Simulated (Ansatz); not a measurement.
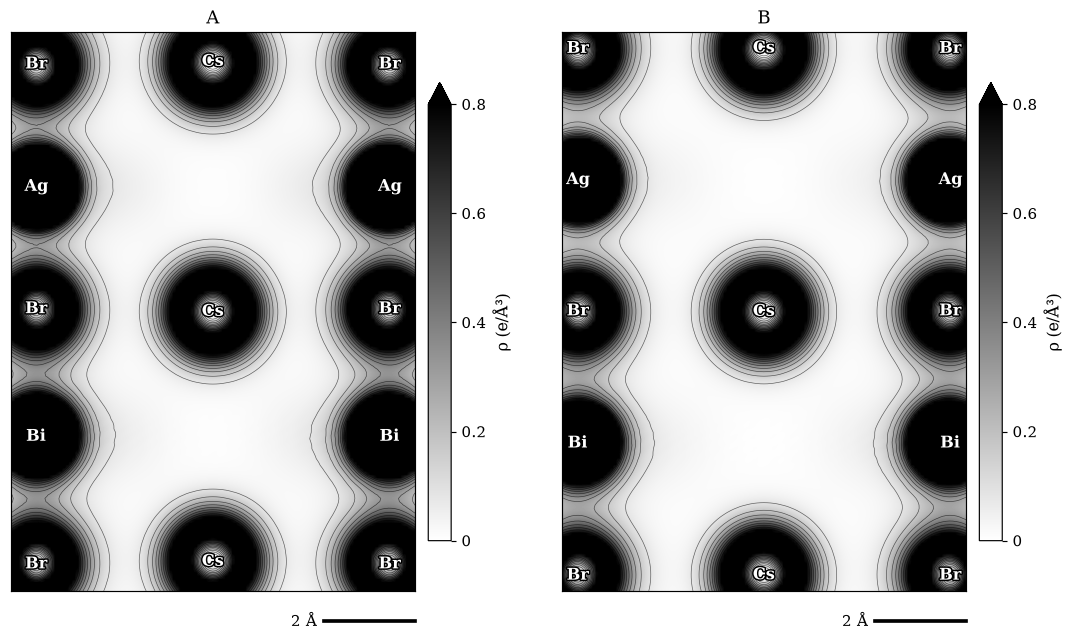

Cs2AgBiBr6. The valence pseudo-density of two cells that differ in size, on the (011̄) plane of each (indices in the axes of the calculation cell), at one length scale and on one colour scale: B has 38.5 Å³ an atom and A 32.9.

Space group Fm-3m.

Theory: DFT PBEsol, scalar-relativistic, plane waves, PAW in Ansatz.

In a PAW calculation such maps are meaningful between the atoms, not at the nuclei.

What changes from the larger cell to the smaller?

From the larger cell to the smaller, Cs–Br goes from 4.08 to 3.88 Å, and the density at its midpoint from 0.03 to 0.04 e/Å³; Bi–Br goes from 2.90 to 2.80 Å, and the density at its midpoint from 0.29 to 0.34 e/Å³; Ag–Br goes from 2.88 to 2.68 Å, and the density at its midpoint from 0.22 to 0.32 e/Å³; the pressure goes from −1.9 to 2.0 GPa; the Kohn–Sham gap goes from 1.3 eV to 0.99 eV.
